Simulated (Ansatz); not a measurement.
Input

```
crystal:
  lattice:
    - [0.0, 4.5276305965, 4.5276305965]
    - [4.5276305965, 0.0, 4.5276305965]
    - [4.5276305965, 4.5276305965, 0.0]
  atoms:
    - { symbol: Ca, position: [0.625, 0.625, 0.625] }
    - { symbol: Ca, position: [0.125, 0.625, 0.625] }
    - { symbol: Ca, position: [0.625, 0.625, 0.125] }
    - { symbol: Ca, position: [0.625, 0.125, 0.625] }
    - { symbol: S, position: [0.0, 0.0, 0.0] }
    - { symbol: S, position: [0.25, 0.25, 0.25] }
basis:
  ecutwfc: 420
kpoints:
  mp_grid: { grid: [8, 8, 8] }
hamiltonian:
  xc: pbe
scf:
  occupations: { method: gaussian, width: 0.1 }
output:
  forces: true
  stress: true
  eigenvalues: true
  write_density: true
  write_potential: true
  elf: true
  volumetric_format: npy
relax:
  adjacent_minimum: "off"
  f_tol: 0.01
  max_steps: 80
  cell: { stress_tol: 0.05 }
```

Command:

```sh
ansatz run input.yaml --threads 1 --pin off --max-ram 2560MiB --backend cpu --events-out ev --progress --plain --runs-dir out
```

Below, planes, directions and counts refer to the conventional cell (a = 9.06 Å, b = 9.06 Å, c = 9.06 Å, α = 90.00°, β = 90.00°, γ = 90.00°).

The fields are those of the run's last geometry, not of the input's.

Space group Fd-3m; started from the cubic Laves (C15)_227 prototype, which need not be the ambient phase.

Computed with DFT PBE, scalar-relativistic, plane waves, PAW in Ansatz 0.2.0.

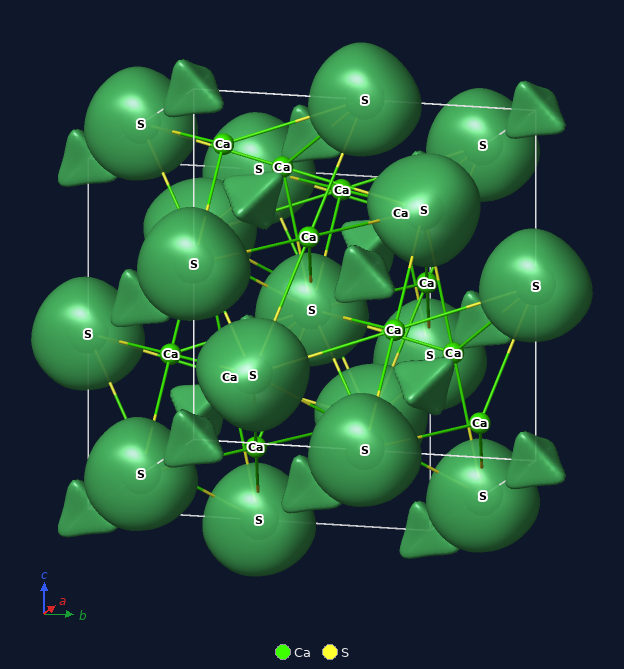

Ca₂S. Isosurface of the electron localisation function at 0.65 (green), seen at an oblique angle. Core shells and regions of very low density are left out. Sticks mark near contacts.

Core electrons are frozen (PAW), and the valence fields are smoothed inside the atomic spheres.

What do the ELF domains correspond to?

Answer. The surface consists of eight regions wrapped around S (the valence shell of each) and eight pockets between the atoms, centred on no nucleus (multi-centre or interstitial), counted in one cell of 24 atoms. Any copies at cell faces, edges or corners count once. Profiles from the grid: Ca–S (3.75 Å): the ELF is about 0.30 at the midpoint and 0.05 at its lowest between the atoms: no localised pair shows between them.

Does the calculation give a band gap?

Answer. It is metallic or semimetallic at this level of theory: no gap opens.
